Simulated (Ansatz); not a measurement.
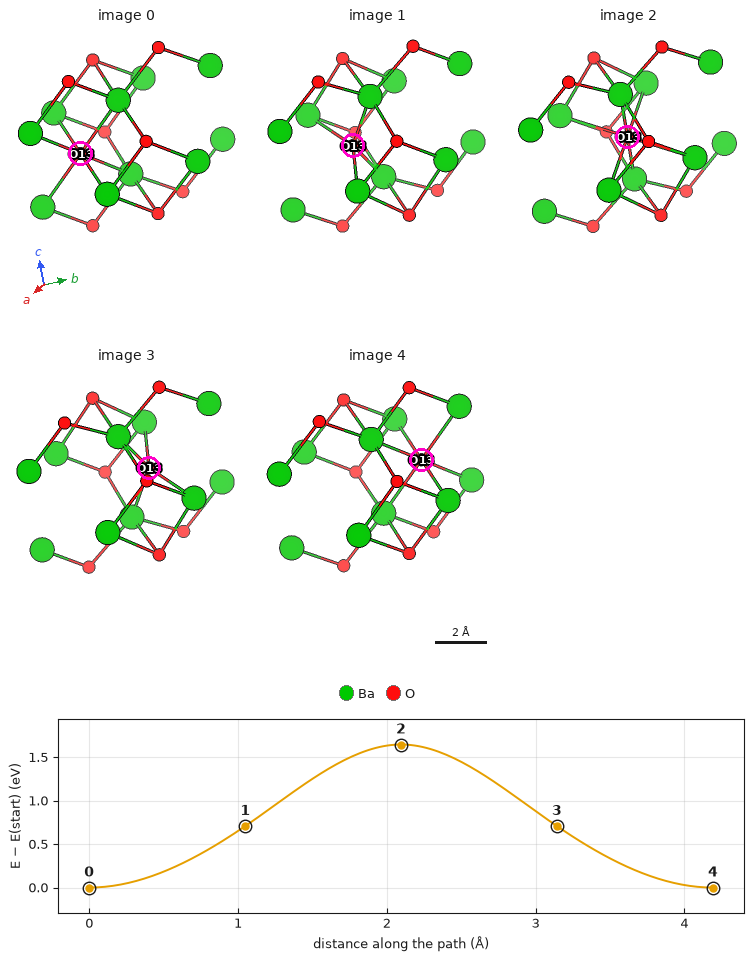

A search for the minimum-energy path of a defect cell of composition Ba₈O₇ with an O vacancy (15 atoms in the cell) by the nudged elastic band. Images are numbered from 0 (start) to 4 (end). Style: ball-and-stick. Shown: the atoms within 5.0 Å of the middle of the path, slightly off an axis. The moving atom is ringed, with any periodic copies. Bonds to atoms that aren't drawn are left out.

Method: Ansatz, DFT, PAW plane waves, PBE. Settings: plane-wave cutoff 420 eV; k-point mesh 2 × 2 × 2; Gaussian smearing 0.1 eV; 3 movable images; climbing image; force threshold 0.1 eV/Å; iteration limit 40.

Describe the mechanism and the energy profile.

Answer. The two ends have nearly the same energy, and the highest point, image 2, lies 1.65 eV above the start. It is a vacancy jump: a nearby atom moves into the empty site and leaves its own site empty. An O atom travels furthest, 3.93 Å from end to end, along [−1 1 0], on a straight line. At the highest image its nearest neighbour (Ba) is 2.30 Å away, against 2.77 Å at the start, and the surrounding atoms stand up to 0.29 Å off the mean of their end positions. The band converged in 8 iterations. The largest component of the band force went from 3.7 to 0.052 eV/Å. The climbing image converged on the top of the path. Its curvatures weren't checked. The force threshold of 0.1 eV/Å is loose, so the barrier is approximate.

Limits of the set-up: the k-point mesh is coarse for a cell with partly filled bands; the periodic images lie only 7.9 Å apart, so the values are limited by the cell's size.
